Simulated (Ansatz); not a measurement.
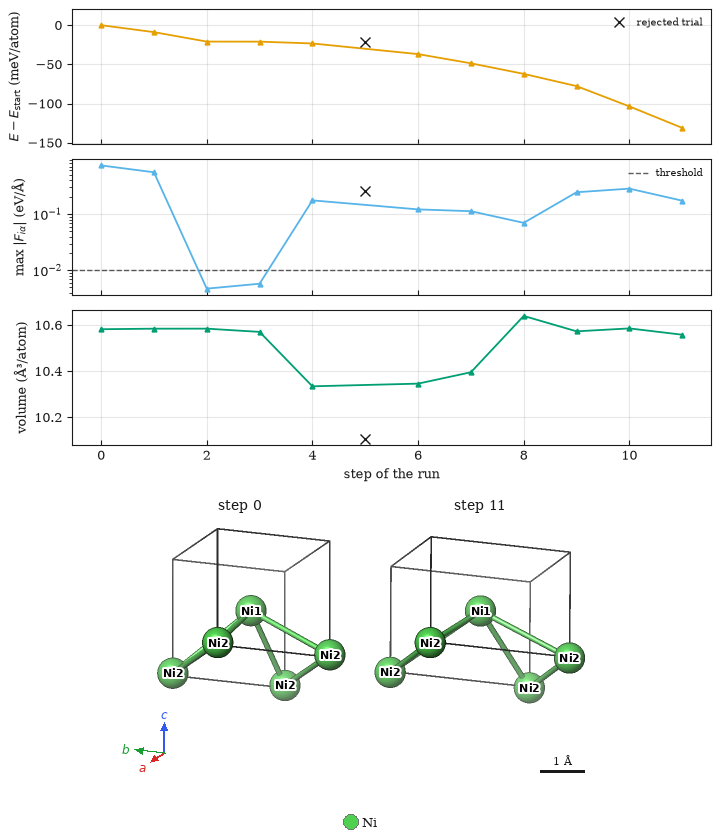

First and last geometry of a relaxation of crystalline Ni (set up in P-1), with the history of the run. A ball-and-stick model of the cell of the calculation, seen from a free direction.

Case: a zone-boundary wave of random shape, sigma 0.05 Å; relaxed back.

Level of theory: DFT r2SCAN, scalar-relativistic, plane waves, PAW in Ansatz. Set-up: plane-wave cutoff 500 eV; k-point mesh 12 × 12 × 12; occupations gaussian; smearing width 0.15 eV; collinear spin; cell and atoms relaxed; force threshold 0.01 eV/Å; at most 80 steps.

Question: Did the run converge, and what did it change?

Answer: The run was cut off at its time limit before the relaxation converged, so the last structure is only a point on the way. The energy falls by 131 meV per atom in 10 accepted moves (11 points after the start). The largest force component goes from 0.73 to 0.17 eV/Å. The pressure goes from 1.26 to −1.14 GPa. The line search rejected the trial step at point 5 of the run. The largest moves relative to the cell, 0.070 Å, are those of Ni1 and Ni2. Ni1 goes along [−1 0 2]. Cell: a 2.766 → 2.476 Å (−10.5 %), b 2.766 → 3.435 Å (+24.2 %), c 2.766 → 2.486 Å (−10.1 %), α 90.0° → 89.8°, β 90.0° → 92.5°. Volume −0.2 %. Some distances before and after: Ni1–Ni1 2.766 → 2.476 Å, Ni1–Ni2 2.315 → 2.516 Å, Ni1–Ni2 (another image) 2.355 → 2.436 Å, Ni1–Ni2 (another image) 2.474 → 2.450 Å. Within 0.06 Å the space group is P2_1/m at the start and Cmcm at the end; at a tighter tolerance small leftover displacements or strains of the cell lower it.
